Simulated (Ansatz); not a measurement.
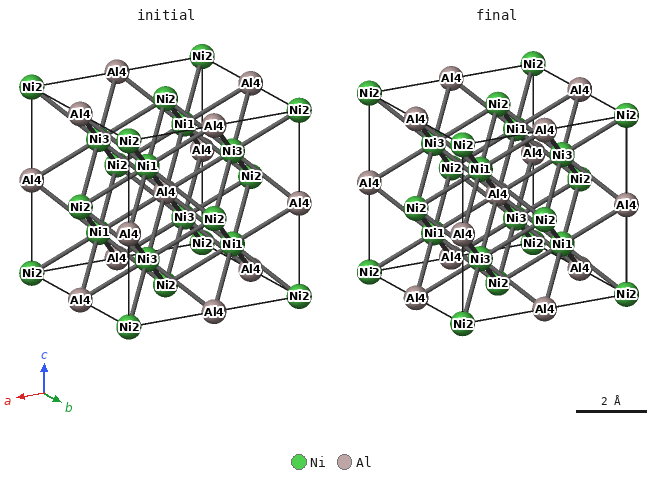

The structure of a crystal of AlNi₃ (set up in Fm-3m) before (left) and after (right) a relaxation, at one scale.

A ball-and-stick model of the conventional cell (4 times the calculation's cell), seen from a free direction. Lengths and directions refer to the drawn axes.

The run lets cell and atoms move.

Theory: Kohn-Sham DFT of a periodic cell, PBEsol, Ansatz PAW (Ansatz).

Input file:
```yaml
crystal:
  lattice:
    - [0.0, 2.8018887551, 2.8018887551]
    - [2.8018887551, 0.0, 2.8018887551]
    - [2.8018887551, 2.8018887551, 0.0]
  atoms:
    - { symbol: Ni, position: [0.75, 0.75, 0.75], spin: 1.0 }
    - { symbol: Ni, position: [0.0, 0.0, 0.0], spin: 1.0 }
    - { symbol: Ni, position: [0.25, 0.25, 0.25], spin: 1.0 }
    - { symbol: Al, position: [0.5, 0.5, 0.5] }
hamiltonian:
  xc: pbesol
  pseudopotentials: { kind: paw }
magnetization:
  spin_polarized: true
kpoints:
  mp_grid: { grid: [8, 8, 8] }
scf:
  occupations: { method: fermi_dirac, width: 0.05 }
output:
  forces: true
  stress: true
  eigenvalues: true
relax:
  f_tol: 0.01
  max_steps: 40
  cell: { stress_tol: 0.05, p_target: 30.0 }
```

Command:
```bash
ansatz run input.yaml --threads 2 --pin off --max-ram 5632MiB --backend cpu --events-out ev --progress --plain --runs-dir out
```

Describe what moved and what it gained.

Answer. The atoms keep their places relative to the cell (all moves are under 0.005 Å). The drawn cell changes as follows: a = b = c 5.604 → 5.386 Å (−3.9 %); the volume changes by −11.2 %. Some distances before and after: Ni1–Ni2 2.427 → 2.332 Å, Ni1–Al4 2.427 → 2.332 Å. The space group stays Fm-3m (No. 225). The energy rises by 100 meV per atom in 4 accepted moves (5 points after the start). With the target pressure of 30 GPa, the enthalpy E + pV changes by −130 meV per atom. All forces vanish by symmetry, so only the cell relaxes. Pressure: −0.72 GPa at the start and 30.03 GPa at the end. The SCF was repeated once at an unchanged geometry on a basis and grid sized afresh for the cell, which shifted the energy by 0.6 meV per atom at most. The program noted that the starting moments weren't kept. The run took 20 s on 2 threads of Arm Neoverse V2 (shared host), peak memory 0.38 GiB.
